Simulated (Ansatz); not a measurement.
# Run report: RbBr, band-structure calculation

- system: RbBr (P4/mmm, 2 atoms in the cell)
- method: DFT, PBE, plane waves, PAW, no spin polarisation (Ansatz 0.2.0)

The structure was built on a prototype by a generator. The geometry comes from this level: r2SCAN (a point of a series of strains). It belongs to a series of runs on one base structure; here: epitaxial_xy strain -5.0%. Figures and captions count atoms from 1; the log counts them from 0 in places.

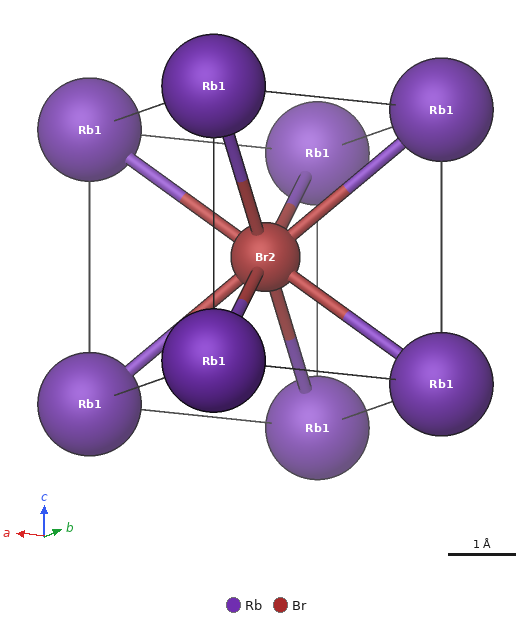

Fig. 1: The input geometry (ball-and-stick view of the cell of the calculation, seen at an oblique angle; atoms are numbered from 1 in the order of the input). Near neighbours in the crystal (not all of them lie inside the picture): Rb has 8 Br at 3.49 Å; Br has 8 Rb at 3.49 Å.

### Input
```yaml
crystal:
  lattice:
    - [3.9231814902, 0.0, 0.0]
    - [0.0, 3.9231814902, 0.0]
    - [0.0, 0.0, 4.2302992332]
  atoms:
    - { symbol: Rb, position: [0.0, 0.0, 0.0] }
    - { symbol: Br, position: [0.5, 0.5, 0.5] }
kpoints:
  mp_grid: { grid: [6, 6, 6] }
  band_path:
    path:
      - [0.0, 0.0, 0.0]
      - [0.0, 0.5, 0.0]
      - [0.5, 0.5, 0.0]
      - [0.5, 0.5, 0.5]
      - [0.0, 0.5, 0.5]
    npoints: 1
hamiltonian:
  xc: pbe
scf:
  occupations: { method: fermi_dirac, width: 0.02 }
  n_extra_bands: 4
output:
  forces: true
  stress: true
  eigenvalues: true
  write_density: true
  write_potential: true
  elf: true
  volumetric_format: npy
```

Run on 4 threads of an x86-64 CPU, shared host.

Launch command:
```bash
ansatz run input.yaml --threads 4 --pin off --max-ram 3686MiB --backend cpu --events-out ev --progress --plain --runs-dir out
```

### Log
```
scf.n_extra_bands = 4 over 8 filled bands (N_el = 16.0): the run solves 12 bands
Engine: ansatz 0.2.0, x86_64-unknown-linux-gnu
Pseudopotentials: kind: paw
Pseudopotential: Rb, paw, valence charge 9, recommended cutoff 420 eV (normal), Rb.paw.azcp
Pseudopotential: Br, paw, valence charge 7, recommended cutoff 420 eV (normal), Br.paw.azcp
Functional definition: PBE
  parameter kappa = 0.804
  parameter beta = 0.06672455060314922
  exchange = pbe_x(kappa = kappa, mu = beta*pi^2/3)
  correlation = pbe_c(beta = beta)
Crystal: 2 atoms, lattice volume = 65.110 Å³
Basis set: ecut = 420 eV, 1279 PW (Γ), exchange–correlation on 54×54×60 points (8 copies of the dense FFT grid, shifted against one another)
Bands: 12, of which v1, the nominal top of the filled ones, is band 8 counted from 1 (7 counted from 0)
Symmetry: 16 space group operations
Space group: P4/mmm (ITA 123), of the structure as read, at distance tolerance 4.0e-5 Å
k-points: 40 of 216
Non-local potential: Rb, projectors of the file, l = 0: 3, l = 1: 2, l = 2: 2
Non-local potential: Br, projectors of the file, l = 0: 2, l = 1: 2, l = 2: 2
PAW form: soft (Blöchl's): semilocal exchange-correlation on the pseudo side does not see the compensation charge
PAW one-centre angular grid: Rb, 110 points (default); XC on 64 Gauss nodes
PAW one-centre angular grid: Br, 110 points (default); XC on 64 Gauss nodes
Initial density: superposition of atomic densities (neutral atoms: chi_scale 0, normalization atom), corrected by the library's trained network
Initial wavefunctions: pseudopotential atomic-orbital guess
Functional: x = pbe(κ = 0.804, μ = 0.2195149727645171), c = pbe(β = 0.06672455060314922)
SCF iter   1: F=—  HF=-6053.876743 eV  |F-HF|=—  |Δ(HF+E_count)|=         —  Δρ=3.77e-4  dr2=9.99e-5  ethr=1.77e-3  ⟨swp⟩=8.6  Hψ=3481  notcnv=0
preconditioner: auto → none  [insulator: Δε(μ)=4.133 eV  Ē_g=13.578 eV  σ=0.020 eV  W_gap=1.00  n_scr=6 (ndim 8)  ℏωp=17.2 eV  f_vac=0.000  D(μ)=0.00/eV (n_scr^D=0)  ε∞_Penn≈2.6]
SCF iter   2: F=—  HF=-6053.877186 eV  |F-HF|=—  |Δ(HF+E_count)|=   4.43e-4  Δρ=1.68e-4  dr2=1.72e-5  ethr=6.25e-7  ⟨swp⟩=3.5  Hψ=1541  notcnv=0
SCF iter   3: F=—  HF=-6053.877245 eV  |F-HF|=—  |Δ(HF+E_count)|=   5.92e-5  Δρ=4.73e-5  dr2=1.33e-6  ethr=1.08e-7  ⟨swp⟩=2.0  Hψ=760  notcnv=0
SCF iter   4: F=—  HF=-6053.877247 eV  |F-HF|=—  |Δ(HF+E_count)|=   1.83e-6  Δρ=2.01e-5  dr2=4.53e-7  ethr=8.32e-9  ⟨swp⟩=2.0  Hψ=761  notcnv=0
iter 5 did not close the SCF: its close was put off for the readings that it lacked (scf_convergence_deferred on its scf_iter line)
SCF iter   5: F=-6053.877247 eV  HF=-6053.877247 eV  |F-HF|=6.44e-9  |Δ(HF+E_count)|=   2.60e-7  Δρ=2.46e-6  dr2=2.65e-9  ethr=2.83e-9  ⟨swp⟩=2.0  Hψ=760  notcnv=0
SCF iter   6: F=-6053.877247 eV  HF=-6053.877247 eV  |F-HF|=2.84e-10  |Δ(HF+E_count)|=   7.72e-9  Δρ=6.96e-7  dr2=1.67e-10  ethr=1.66e-11  ⟨swp⟩=6.0  Hψ=2853  notcnv=0
SCF 1 converged in 6 iterations: F = -6053.877247 eV  dr2 = 1.67e-10
  greatest PAW one-centre occupation: 0.973 electrons in one spin orbital (limit 2), on the Rb atom at site 0 (counted from 0), in its partial waves of l = 0
```

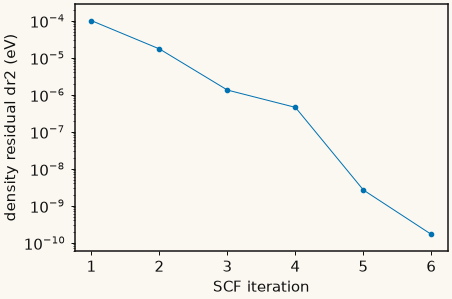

Fig. 2: Convergence of the self-consistent field: density residual dr2 against the SCF iteration. The residual falls at every step.

```
NSCF: frozen V_eff on 5 k-points
SCF converged after 6 iterations
Free energy (F): -6053.877247 eV
Harris-Foulkes:  -6053.877247 eV  (|F-HF|=2.84e-10)
Internal energy: -6053.877247 eV  (E = F + TS)
E sigma→0 (E₀):  -6053.877247 eV
Fermi energy:    5.624012 eV
--- Per-component energies (eV) ---
  E_band       = -80.526300
  E_kinetic    = 328.159676
  E_local      = -685.682636  (includes V_loc(G=0)·N_el)
  E_nonlocal   = 243.518726
  E_hartree    = 162.330841
  E_xc         = -396.758382
  E_vxc        = -242.668154  (∫ρ·V_xc dr)
  E_paw        = -4864.587272  (= ΣΔE_a)
  E_vpaw       = -48.515533  (= ΣTr[D̂ρ^β])
  E_aug_tail   = -0.000001  (compensation charges beyond the density's cutoff)
  E_ewald      = -840.858201
  E_smearing   = -0.000000  (= −TS)
  E_closure    = -0.000000  (closes the sum)
  Σ components = -6053.877247   (vs F -6053.877247, Δ=0.00e0)
--- Forces (eV/Å), atoms counted from 1 ---
  atom   1  Rb    -0.00000000    -0.00000000     0.00000000
  atom   2  Br     0.00000000     0.00000000     0.00000000
  max |Σ_I F_I| component: 8.87e-31 eV/Å
--- Stress (GPa, compression-positive) ---
        3.212064       0.000000       0.000000
        0.000000       3.212064       0.000000
        0.000000       0.000000       0.805052
  P = ⅓ Tr σ = 2.4097 GPa (24.097 kbar)
--- Band table (eV; the first three rows and the last of 40) ---
  k-point 0: bands = ["-21.6390", "-9.3440", "-5.6501", "-5.5700", "-5.5700", "3.0071", "3.3978", "3.3978", "7.6819", "8.8134", "9.0231", "13.3361"]
  k-point 1: bands = ["-21.6348", "-9.3585", "-5.6476", "-5.5595", "-5.5595", "2.5348", "3.3642", "3.3642", "8.4141", "9.2131", "9.3114", "13.3640"]
  k-point 2: bands = ["-21.6263", "-9.3890", "-5.6358", "-5.5384", "-5.5384", "1.8081", "3.2963", "3.2963", "9.7295", "9.8211", "10.5096", "13.0229"]
  k-point 39: bands = ["-21.5545", "-8.9645", "-5.9438", "-5.9438", "-5.7563", "1.8426", "1.8426", "1.9655", "11.6690", "12.0300", "12.0300", "12.5730"]
```

### File bands.tsv
```
# k_distance	band_0	band_1	band_2	band_3	band_4	band_5	band_6	band_7	band_8	band_9	band_10	band_11
# fermi_ev = 5.624012
# lock_threshold_ev = 1e-6
# [0, 0, 0] at k_distance = 0.000000
# [0, 0.5, 0] at k_distance = 0.800777
# [0.5, 0.5, 0] at k_distance = 1.601554
# [0.5, 0.5, 0.5] at k_distance = 2.344194
# [0, 0.5, 0.5] at k_distance = 3.144971
# levels_relative_to = fermi_ev
# free_energy_ev = -6053.877247
# largest_residual_norms_ev = 1.418e-3 1.692e-3 2.050e-3 1.526e-3 1.602e-3 1.668e-3 1.418e-3 2.492e-3 1.245e-3 1.766e-3 2.669e-3 1.595e-3
0.000000	-27.263054	-14.967990	-11.274157	-11.194028	-11.194028	-2.616873	-2.226174	-2.226174	2.057860	3.189428	3.399106	7.712090
0.800777	-27.225763	-14.946925	-11.433620	-11.188041	-11.125598	-4.160953	-2.758009	-2.271421	4.661771	5.234289	6.068769	6.512492
1.601554	-27.191729	-14.677597	-11.653299	-11.653299	-11.131308	-3.376625	-3.376625	-2.424757	3.230291	3.651703	5.305377	5.305377
2.344194	-27.178491	-14.588532	-11.567849	-11.567849	-11.380270	-3.781411	-3.781411	-3.658549	6.044999	6.406018	6.406018	6.948959
3.144971	-27.211331	-14.751802	-11.701185	-11.511090	-11.100497	-3.448016	-3.254056	-2.075822	3.054610	4.252121	5.932288	6.188840
```

### File rho_z.tsv
```
# z_ang	rho[e/angstrom^3]
# format = ansatz-planar-average/11
# lattice	3.923181490	0.000000000	0.000000000
# lattice	0.000000000	3.923181490	0.000000000
# lattice	0.000000000	0.000000000	4.230299233
# sites	2
# site	37	0.000000000	0.000000000	0.000000000
# site	35	1.961590745	1.961590745	2.115149617
0.000000	3.704102e-1
0.141010	3.671171e-1
0.282020	3.519549e-1
0.423030	3.167661e-1
0.564040	2.634266e-1
0.705050	2.059581e-1
0.846060	1.609949e-1
0.987070	1.385904e-1
1.128080	1.407200e-1
1.269090	1.638898e-1
1.410100	2.000559e-1
1.551110	2.369482e-1
1.692120	2.630011e-1
1.833130	2.748480e-1
1.974140	2.776754e-1
2.115150	2.778328e-1
2.256160	2.776754e-1
2.397170	2.748480e-1
2.538180	2.630011e-1
2.679190	2.369482e-1
2.820199	2.000559e-1
2.961209	1.638898e-1
3.102219	1.407200e-1
3.243229	1.385904e-1
3.384239	1.609949e-1
3.525249	2.059581e-1
3.666259	2.634266e-1
3.807269	3.167661e-1
3.948279	3.519549e-1
4.089289	3.671171e-1
```

### File v_z.tsv
```
# z_ang	v_es[eV]	v_tot[eV]
# format = ansatz-planar-average/11
# xc	pbe
# density_cutoff_ev	1680
# datasets	Rb=:simpson_from_first_knot:soft	Br=:simpson_from_first_knot:soft
# lattice	3.923181490	0.000000000	0.000000000
# lattice	0.000000000	3.923181490	0.000000000
# lattice	0.000000000	0.000000000	4.230299233
# sites	2
# site	37	0.000000000	0.000000000	0.000000000
# site	35	1.961590745	1.961590745	2.115149617
0.000000	-6.713593e0	-1.563578e1
0.141010	-5.997882e0	-1.474549e1
0.282020	-4.030245e0	-1.260151e1
0.423030	-1.318514e0	-9.716593e0
0.564040	1.462545e0	-6.678483e0
0.705050	3.724166e0	-4.168696e0
0.846060	5.218084e0	-2.468877e0
0.987070	6.032896e0	-1.552810e0
1.128080	6.376632e0	-1.246579e0
1.269090	6.117835e0	-1.695136e0
1.410100	4.996281e0	-3.088204e0
1.551110	3.253044e0	-5.197679e0
1.692120	1.437803e0	-7.504362e0
1.833130	-1.537188e-2	-9.496843e0
1.974140	-9.223626e-1	-1.084655e1
2.115150	-1.227771e0	-1.135771e1
2.256160	-9.223626e-1	-1.084655e1
2.397170	-1.537188e-2	-9.496843e0
2.538180	1.437803e0	-7.504362e0
2.679190	3.253044e0	-5.197679e0
2.820199	4.996281e0	-3.088204e0
2.961209	6.117835e0	-1.695136e0
3.102219	6.376632e0	-1.246579e0
3.243229	6.032896e0	-1.552810e0
3.384239	5.218084e0	-2.468877e0
3.525249	3.724166e0	-4.168696e0
3.666259	1.462545e0	-6.678483e0
3.807269	-1.318514e0	-9.716593e0
3.948279	-4.030245e0	-1.260151e1
4.089289	-5.997882e0	-1.474549e1
```

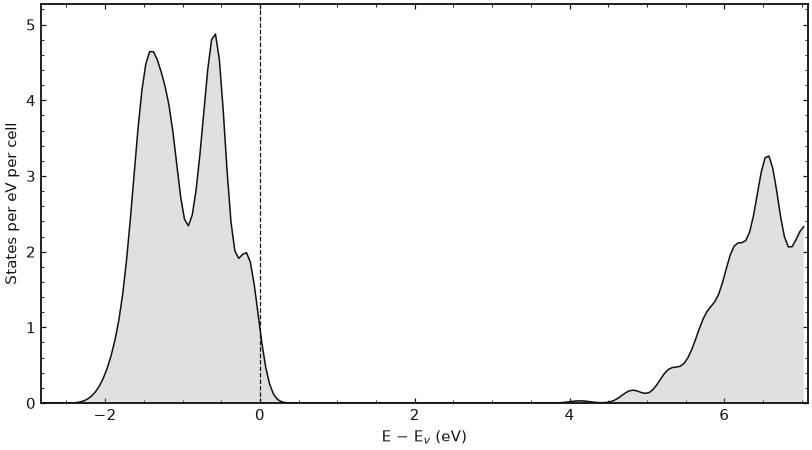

Fig. 3: Density of states (the curve is built from the levels of the k mesh with Gaussians 0.3 eV wide, which also blur the band edges), with energies from the valence-band top. There is a gap of 4.13 eV on the k-point mesh. Small ripples come from the finite k-point mesh.

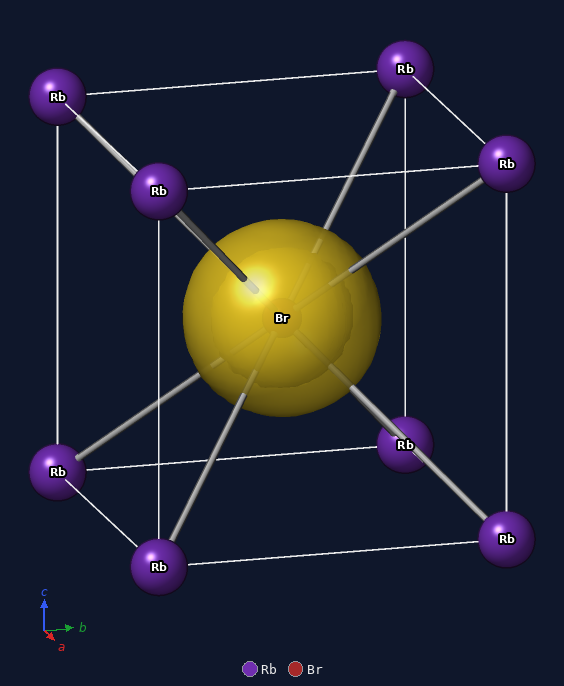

Fig. 4: Isosurface of the electron localisation function at 0.85 (yellow), seen slightly off an axis. Only the valence region is drawn (cores and ρ < 0.01 e/Å³ removed). Sticks mark near contacts. The outline is the cell set on symmetry axes. Profiles from the grid: Rb–Br (3.49 Å): the ELF is about 0.05 at the midpoint (a largely ionic contact). In a PAW calculation such maps are meaningful between the atoms, not at the nuclei.

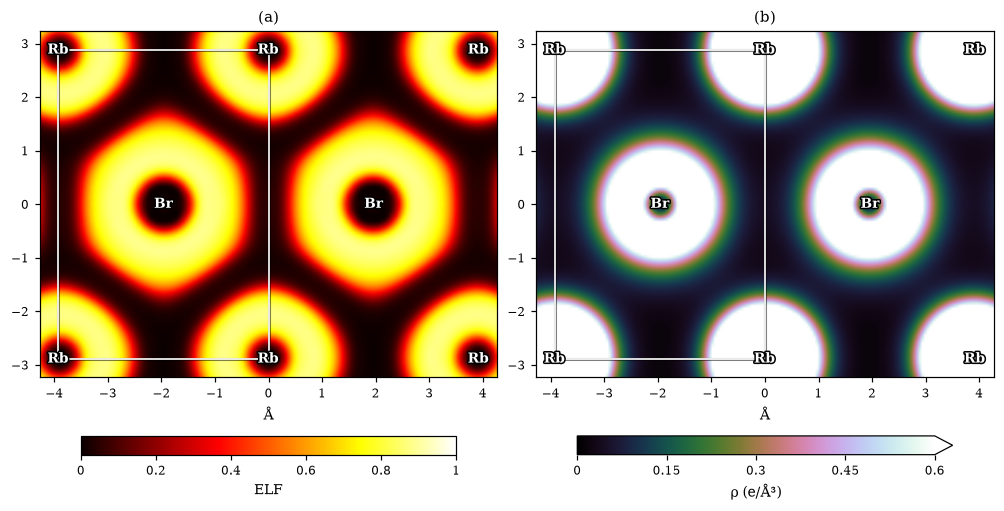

Fig. 5: (a) electron localisation function; (b) valence electron density on the (101) plane of the conventional cell. Atoms in the plane: Rb and Br. Rb–Br (3.49 Å): the density is about 0.07 e/Å³ at the midpoint; the ELF is about 0.05 at the midpoint (ionic bonding with no shared pair). Away from the nuclei the density in this plane falls to 0.02 e/Å³ at its lowest. The strong features right at Rb lie inside the PAW spheres (semicore, d or f shells) and say nothing about bonding.

### Results in brief

```tsv
quantity	value
outcome	converged
space group (tolerance 0.01 Å)	P4/mmm (123)
electrons treated	16
free energy	−6053.8772 eV
Fermi energy	5.624 eV
gap on the k-point mesh	4.13 eV
pressure	2.41 GPa
largest force (length of the vector)	under 0.001 eV/Å
wall time	2.7 s (CPU time 5.4 s)
peak memory	0.35 GiB
```
